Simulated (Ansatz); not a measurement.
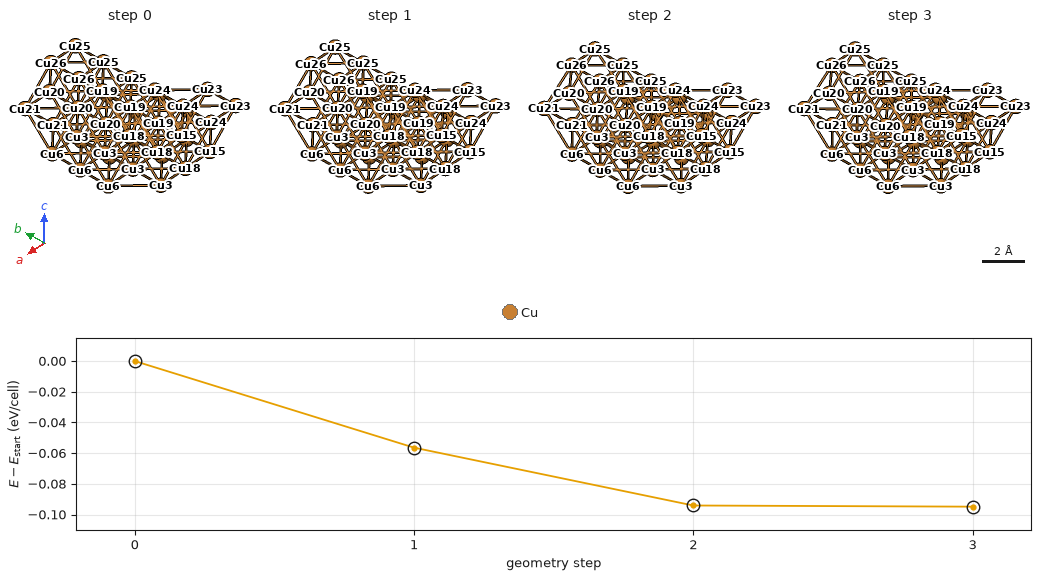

Frames of a constrained relaxation of a slab of composition Cu (cut from the Fm-3m phase), marked on the history of the run. A ball-and-stick model of the atoms within 5.8 Å of the atom that moves most (axes of the 1 × 3 repeat of the cell, outlined in the plane, without the vacuum (origin shifted)), seen from a free direction.

Case: stripe over 2 of 6 cells, two steps. 12 atoms are held fixed.

All numbers below come from DFT PBEsol, scalar-relativistic, plane waves, PAW (Ansatz).

Input
```yaml
crystal:
  lattice:
    - [15.1181073815, 0.0, 0.0]
    - [-1.2598422818, 2.1821108416, 0.0]
    - [0.0, 0.0, 20.2292553248]
  atoms:
    - { symbol: Cu, position: [0.0, 0.0, 0.0741500355] }
    - { symbol: Cu, position: [0.0555555556, 0.6666666667, 0.1758499645] }
    - { symbol: Cu, position: [0.1111111111, 0.3333333333, 0.2775498936] }
    - { symbol: Cu, position: [0.1666666667, 0.0, 0.0741500355] }
    - { symbol: Cu, position: [0.2222222222, 0.6666666667, 0.1758499645] }
    - { symbol: Cu, position: [0.2777777778, 0.3333333333, 0.2775498936] }
    - { symbol: Cu, position: [0.3333333333, 0.0, 0.0741500355] }
    - { symbol: Cu, position: [0.3888888889, 0.6666666667, 0.1758499645] }
    - { symbol: Cu, position: [0.4444444444, 0.3333333333, 0.2775498936] }
    - { symbol: Cu, position: [0.5, 0.0, 0.0741500355] }
    - { symbol: Cu, position: [0.5555555556, 0.6666666667, 0.1758499645] }
    - { symbol: Cu, position: [0.6111111111, 0.3333333333, 0.2775498936] }
    - { symbol: Cu, position: [0.6666666667, 0.0, 0.0741500355] }
    - { symbol: Cu, position: [0.7222222222, 0.6666666667, 0.1758499645] }
    - { symbol: Cu, position: [0.7777777778, 0.3333333333, 0.2775498936] }
    - { symbol: Cu, position: [0.8333333333, 1.0, 0.0741500355] }
    - { symbol: Cu, position: [0.8888888889, 0.6666666667, 0.1758499645] }
    - { symbol: Cu, position: [0.9444444444, 0.3333333333, 0.2775498936] }
    - { symbol: Cu, position: [0.0, 1.0, 0.3792498226] }
    - { symbol: Cu, position: [0.1666666667, 1.0, 0.3792498226] }
    - { symbol: Cu, position: [0.3333333333, 1.0, 0.3792498226] }
    - { symbol: Cu, position: [0.5, 1.0, 0.3792498226] }
    - { symbol: Cu, position: [0.6666666667, 1.0, 0.3792498226] }
    - { symbol: Cu, position: [0.8333333333, 1.0, 0.3792498226] }
    - { symbol: Cu, position: [0.0555555556, 0.6666666667, 0.4809497517] }
    - { symbol: Cu, position: [0.2222222222, 0.6666666667, 0.4809497517] }
basis:
  ecutwfc: 420
kpoints:
  mp_grid: { grid: [3, 18, 1] }
hamiltonian:
  xc: pbesol
scf:
  occupations: { method: gaussian, width: 0.1 }
output:
  forces: true
  eigenvalues: true
  populations: true
relax:
  adjacent_minimum: "off"
  f_tol: 0.02
  max_steps: 45
  constraints: [{ sites: [0, 1, 3, 4, 6, 7, 9, 10, 12, 13, 15, 16] }]
efield:
  axis: 3
  dipole_correction: true
  ramp_width: 0.04
```

Launched with:
```bash
ansatz run input.yaml --threads 4 --pin off --max-ram 11264MiB --backend cpu --events-out ev --progress --plain --runs-dir out
```

Describe the path.

Answer. The energy falls by 94.9 meV per cell of the calculation in 3 geometry steps. The largest force component goes from 0.46 to 0.0062 eV/Å. The largest moves, 0.17 Å, are those of Cu25 and Cu26. Cu25 goes along the normal (−c). The lattice vectors keep their values. Some distances before and after: Cu19–Cu25 2.520 → 2.443 Å, Cu19–Cu20 2.520 → 2.591 Å, Cu20–Cu25 2.520 → 2.452 Å, Cu25–Cu26 2.520 → 2.456 Å. From step 0 to 1: Cu atoms move most (0.07 Å), energy −56.4 meV per cell of the calculation. From step 1 to 2: Cu25 moves most (0.10 Å), energy −37.7 meV per cell of the calculation. From step 2 to 3: energy −0.8 meV per cell of the calculation.
